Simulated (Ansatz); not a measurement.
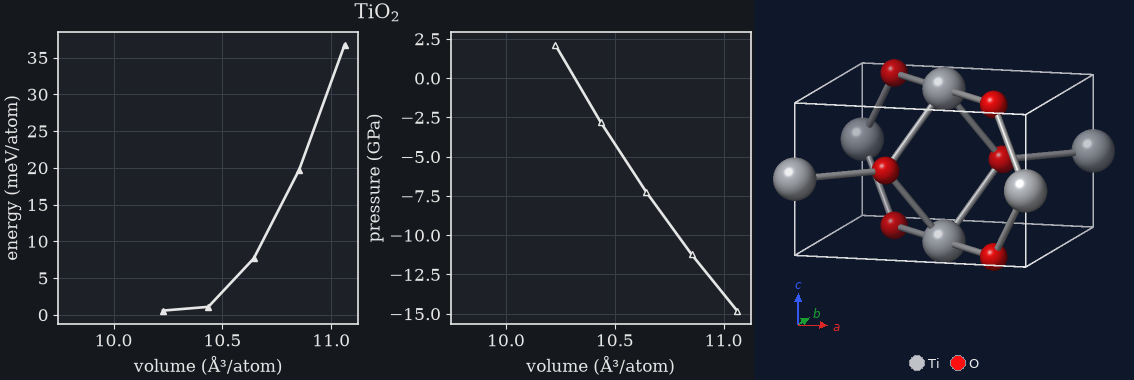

The plot gives the computed energy and pressure against volume for TiO₂, space group P4_2/mnm (No. 136). The conventional cell is drawn beside the plot.

Structure:
```yaml
crystal:
  lattice:
    - [4.59984, 0.00000, 0.00000]
    - [0.00000, 4.59984, 0.00000]
    - [0.00000, 0.00000, 2.95921]
  atoms:
    - { symbol: Ti, position: [0.00000, 0.00000, 0.50000] }
    - { symbol: Ti, position: [0.50000, 0.50000, 0.00000] }
    - { symbol: O, position: [0.30432, 0.30432, 0.50000] }
    - { symbol: O, position: [0.19568, 0.80432, 0.00000] }
    - { symbol: O, position: [0.80432, 0.19568, 0.00000] }
    - { symbol: O, position: [0.69568, 0.69568, 0.50000] }
```

Calculation (Ansatz 0.2.0): all-electron LAPW DFT, no spin polarisation; energies at scaled volumes of the given cell, shape and fractions fixed, counted from the fit's minimum, third-order Birch-Murnaghan fit. Level: PBEsol.

- k mesh: 6×6×9
- occupations: Fermi–Dirac
- smearing width: 0.05 eV
- potentials: all electron LAPW, scalar relativistic
- program settings: basis error eV/atom 0.001

The points at volume 9.81 Å³/atom and 10.02 Å³/atom are left out of the plot. What values does the calculation give there?

```
volume (Å³/atom)  energy (meV/atom)  pressure (GPa)
            9.81              20.67           13.71
           10.02               6.85            7.61
```

Caveats: shape and atomic fractions are frozen while scaling, which makes layered, chain and framework solids too stiff.
